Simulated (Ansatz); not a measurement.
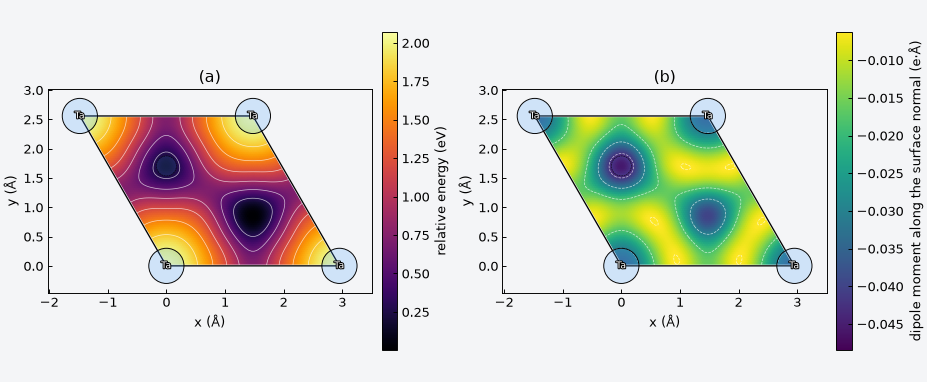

S on a Ta(111) slab cut from the Fm-3m phase, its upper half relaxed before the scan (3 atoms of substrate and one adsorbate in a 1 × 1 cell). S is moved over the surface cell; relaxed at each place: the height of the adsorbate's atoms; substrate rigid; the origin of the map has the adsorbate above Ta3. Places are given modulo a cell vector. The map is drawn in real space over the plane of the surface. The grid has 6 × 6 points; 10 points were computed and 26 follow by symmetry. All energies are given in eV relative to the lowest grid point. With one adsorbate in each 1 × 1 cell, its nearest image is 3.0 Å away, so neighbouring adsorbates interact. All numbers below come from DFT PBEsol, scalar-relativistic, plane waves, PAW (Ansatz). Settings: cutoff 420 eV, k-mesh 9×9×1, gaussian smearing 0.1 eV, no spin polarisation.

Panel (a) is the energy and panel (b) the computed dipole moment along the surface normal on the same grid.

In the figure: a smooth colour map with a few white contour lines, labelled circles for the atoms of the top layer and small ones for the second layer, the outline of one cell of the plane. Between grid points the surface is interpolated.

**How does the dipole moment along the surface normal vary over the map, and what is it at the lowest grid point?**

It runs from −0.05 e·Å at a threefold hollow over a second-layer Ta atom, (2/6, 4/6) of the cell vectors to −0.01 e·Å at (0/6, 2/6) of the cell vectors [nearest 1 Ta at 2.24 Å]. At the lowest grid point, a threefold hollow over a third-layer Ta atom, (4/6, 2/6) of the cell vectors, it is −0.04 e·Å.

| second ↓, first → | 0/6 | 1/6 | 2/6 | 3/6 | 4/6 | 5/6 |
| --- | --- | --- | --- | --- | --- | --- |
| 5/6 | −0.02 | −0.01 | −0.02 | −0.02 | −0.01 | −0.02 |
| 4/6 | −0.01 | −0.02 | −0.05 | −0.02 | −0.01 | −0.01 |
| 3/6 | −0.02 | −0.02 | −0.02 | −0.02 | −0.02 | −0.02 |
| 2/6 | −0.01 | −0.01 | −0.01 | −0.02 | −0.04 | −0.02 |
| 1/6 | −0.02 | −0.02 | −0.01 | −0.02 | −0.02 | −0.01 |
| 0/6 | −0.04 | −0.02 | −0.01 | −0.02 | −0.01 | −0.02 |

PAW datasets: the set soft_1.
